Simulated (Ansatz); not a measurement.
**Geometry relaxation of Si7O16 (part 5 of 5)**

Si7O16 (defect cell, 23 atoms in the cell); DFT PBE, scalar-relativistic, plane waves, PAW, spin-polarised (Ansatz 0.2.0); cutoff 420 eV, 2×2×2 k-mesh, Gaussian smearing of 0.01 eV, collinear spins. The structure derives from a Materials Project entry. It belongs to a series of runs on one base structure; here: Si vacancy (site a), charge +0, atoms relaxed at the host's cell.

Geometry of the input (Å; fractional positions):
```
-5.0833  -5.0833  0.0000
-5.0833  5.0833  0.0000
5.0833  0.0000  -7.0989
Si 0.0439  0.7500  0.5000
Si 0.6250  0.8311  0.2500
Si 0.1250  0.3311  0.2500
Si 0.8750  0.6689  0.7500
Si 0.3750  0.1689  0.7500
Si 0.2061  0.5000  1.0000
Si 0.7061  1.0000  1.0000
O  0.4977  0.2619  0.6796
O  0.0045  0.7634  0.6743
O  0.9198  0.1609  0.1743
O  0.4198  0.6609  0.1743
O  0.3248  0.2407  0.3184
O  0.8302  0.7366  0.3257
O  0.0359  0.6295  0.9243
O  0.5359  0.1295  0.9243
O  0.2455  0.3391  0.8257
O  0.7455  0.8391  0.8257
O  0.7132  0.4611  0.5797
O  0.2141  0.9552  0.5757
O  0.6116  0.8705  0.0757
O  0.1116  0.3705  0.0757
O  0.6341  0.0512  0.4297
O  0.1384  0.5448  0.4243
```

## Trajectory as extended XYZ, continued
```
23
Lattice="-5.0833 -5.0833 0.0000 -5.0833 5.0833 0.0000 5.0833 0.0000 -7.0989" Properties=species:S:1:pos:R:3:forces:R:3 step=15 energy=-13541.20180
Si   -1.3550    3.7326   -3.5522   -0.0077  -0.0024   0.0001
Si   -6.2134    1.3268   -1.9476   -0.0050   0.0120  -0.0250
Si   -1.1065    1.0186   -1.8493    0.0009  -0.0071  -0.0130
Si   -3.7604   -1.1270   -5.1563    0.0094  -0.0060   0.0211
Si    1.0151   -1.0982   -5.2541   -0.0035   0.0040   0.0196
Si    1.3834    1.4664   -7.1384    0.0085  -0.0011   0.0044
Si   -3.6226    1.3893   -7.0635    0.0026   0.0104  -0.0056
O    -0.4883   -1.1844   -4.5308   -0.0042  -0.0113  -0.0088
O    -0.2755    3.9421   -4.7601   -0.0007  -0.0021  -0.0039
O    -4.7943   -4.0933   -1.0170    0.0024  -0.0006   0.0078
O    -4.8011    1.6979   -1.2226    0.0019   0.0007   0.0002
O    -1.1842   -0.4853   -2.5728   -0.0100   0.0057   0.0075
O    -6.2165   -0.2706   -2.3470   -0.0026  -0.0020   0.0012
O     1.6121    2.8164   -6.2708   -0.0049  -0.0025  -0.0031
O     1.0930   -2.2939   -6.3407   -0.0031  -0.0017  -0.0009
O     0.9763    0.2984   -6.0846    0.0022   0.0032  -0.0080
O    -3.3972    0.2882   -5.8794   -0.0020   0.0013   0.0010
O    -3.0679   -1.3844   -3.6447   -0.0003   0.0039  -0.0141
O    -2.8449    3.9117   -4.1874    0.0133  -0.0029  -0.0018
O    -7.3558    1.6066   -0.8343   -0.0062  -0.0017   0.0073
O    -2.3036    1.0865   -0.7631   -0.0002  -0.0027  -0.0010
O    -1.3941   -3.0624   -3.4578    0.0090  -0.0040   0.0160
O    -1.1880    2.2428   -2.9139    0.0003   0.0069  -0.0012
```

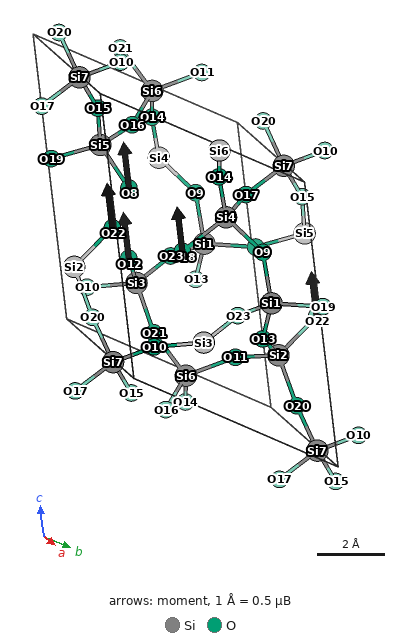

Figure 1. Magnetic moments of the sites as black arrows (ball-and-stick view of the cell of the calculation, seen slightly off an axis; neighbours outside the cell are drawn fainter; atoms are numbered from 1 in the order of the input); small moments hardly show. The run is collinear, so the axis drawn is arbitrary. Site moments: O8, O12 (0.72 μB); O18, O22 (0.70 μB); O9, O13 (0.06 μB). They are counted near the atoms and needn't add up to the moment of the cell.

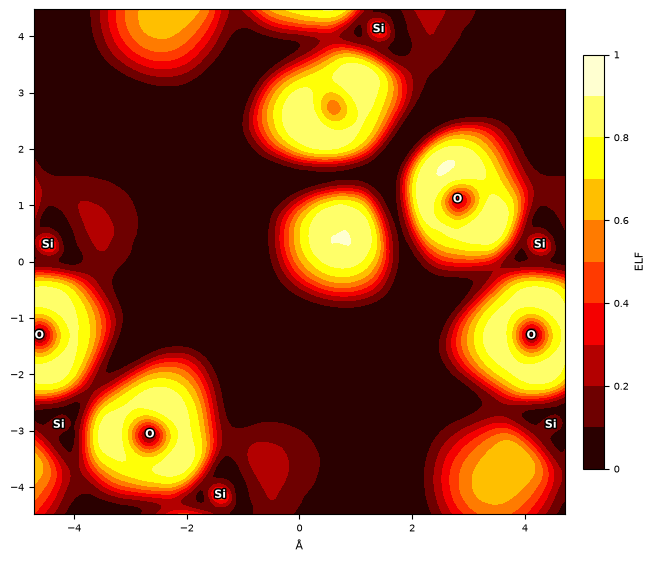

Figure 2. Electron localisation function on the (11̄0) plane of the calculation cell. Atoms in the plane: Si and O. Si–O (1.63 Å): the ELF peaks at about 0.85 between the atoms (a polar covalent bond). The fields are those of the smooth PAW valence density.

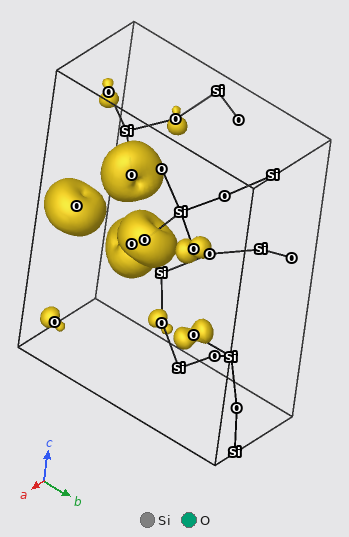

Figure 3. Isosurfaces of the spin density at +0.05 (yellow) and −0.05 e/Å³ (cyan), seen slightly off an axis. Sticks mark near contacts. The outline is the calculation cell. The cell of the calculation (23 atoms) carries 4.0 μB net. Only one sign reaches the isovalue.

## Key numbers

- outcome: converged
- electrons treated: 124
- free energy: −13541.2018 eV
- Fermi energy: 1.075 eV
- gap on the k-point mesh: 0.70 eV
- net moment of the cell: 4.00 μB
- integrated absolute moment: 4.14 μB
- final volume: 366.87 Å³
- largest force (length of the vector) at the end: 0.028 eV/Å
- wall time: 6 min (CPU time 22 min)
- peak memory: 1.2 GiB
